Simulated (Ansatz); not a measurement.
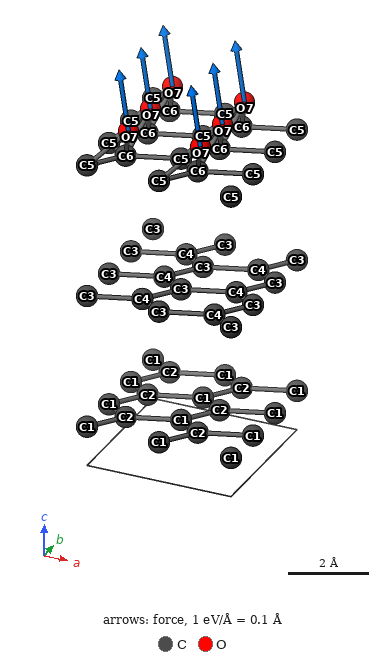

Starting geometry of a slab of composition C₆O (cut from the P6_3/mmc phase) with the computed forces as blue arrows. A ball-and-stick model of the 2 × 3 repeat of the cell, outlined in the plane, without the vacuum, seen slightly off an axis.

Case: O over the place (2/4, 1/4) of the surface cell, its height relaxed. The slab is the (0 0 1) face of C with O on it. 6 atoms are held fixed.

Method: Ansatz, DFT PBE+D3(BJ), scalar-relativistic, plane waves, PAW. (plane-wave cutoff 420 eV; k-point mesh 12 × 12 × 1; occupations gaussian; smearing width 0.1 eV; no spin polarisation; dipole correction; atoms relaxed in a fixed cell; force threshold 0.02 eV/Å; at most 25 steps)

> What follows when this structure is relaxed?

It isn't relaxed: the largest force vector, on O7, is 16.05 eV/Å. The atoms end up moving mostly along the starting forces (cosine between the two patterns 0.99). After 5 geometry steps the energy has fallen by 3.338 eV per cell of the calculation. Largest force component: 16 eV/Å at the start, 0.011 eV/Å at the end. The atom that moves furthest is O7 (0.50 Å along the normal (+c)). C stays in place. The lattice vectors keep their values. Among the contacts that change: C5–O7 1.422 → 1.796 Å, C6–O7 1.590 → 1.932 Å. Bond angles that change, for instance: C6–C5–O7 138.6° → 126.5°, C6–C5–O7 68.0° → 72.7°.

Limits of the set-up: the periodic images lie only 2.5 Å apart, so the values are limited by the cell's size.
